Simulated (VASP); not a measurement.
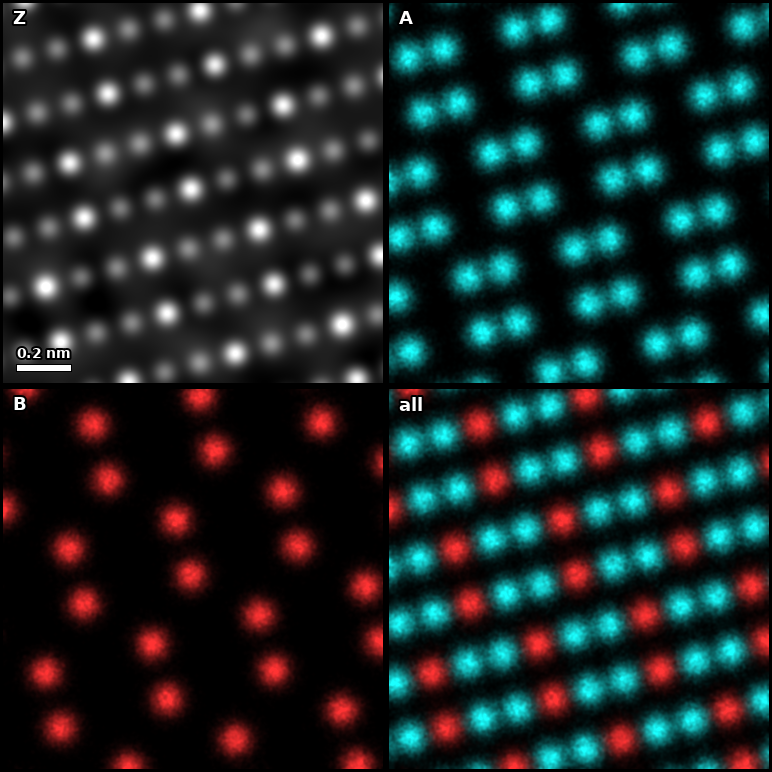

TiSi$_{2}$ (Fddd, No. 70) along [110]. Panel Z: The image is simulated as a sum over atoms of Z^1.7, blurred by a 0.70 Å probe (no channelling). The speckle of an amorphous layer was added. The other panels are simulated element maps (the number of atoms of one element along the beam, blurred by 0.9 Å, with counting noise; each on its own scale, no channelling); the last overlays them. Structure: the end point of a relaxation with VASP, VASP Kohn-Sham DFT of a periodic cell, BLYP with D4, VASP PAW PBE potentials, recommended.

```xyz
24
Lattice="4.7926 0.0000 0.0000 0.0000 8.2482 0.0000 0.0000 0.0000 8.5169" Properties=species:S:1:pos:R:3 pbc="T T T"
Ti    3.5944    2.0620    2.1292
Ti    0.0000    0.0000    4.2585
Si    3.5944    7.5364    2.1292
Si    3.5944    4.8359    2.1292
Si    2.3963    5.4743    0.0000
Si    0.0000    2.7738    4.2585
Ti    3.5944    6.1861    6.3877
Ti    0.0000    4.1241    0.0000
Si    3.5944    3.4123    6.3877
Si    3.5944    0.7118    6.3877
Si    2.3963    1.3502    4.2585
Si    0.0000    6.8979    0.0000
Ti    1.1981    2.0620    6.3877
Ti    2.3963    0.0000    0.0000
Si    1.1981    7.5364    6.3877
Si    1.1981    4.8359    6.3877
Si    0.0000    5.4743    4.2585
Si    2.3963    2.7738    0.0000
Ti    1.1981    6.1861    2.1292
Ti    2.3963    4.1241    4.2585
Si    1.1981    3.4123    2.1292
Si    1.1981    0.7118    2.1292
Si    0.0000    1.3502    0.0000
Si    2.3963    6.8979    4.2585
```

Which element does each lettered map show?

A: Si, B: Ti. The projected cell (4.14 × 4.74 Å, 116°) holds 6 columns: 4 of Si and 2 of Ti. No column is shared by two of the mapped elements.
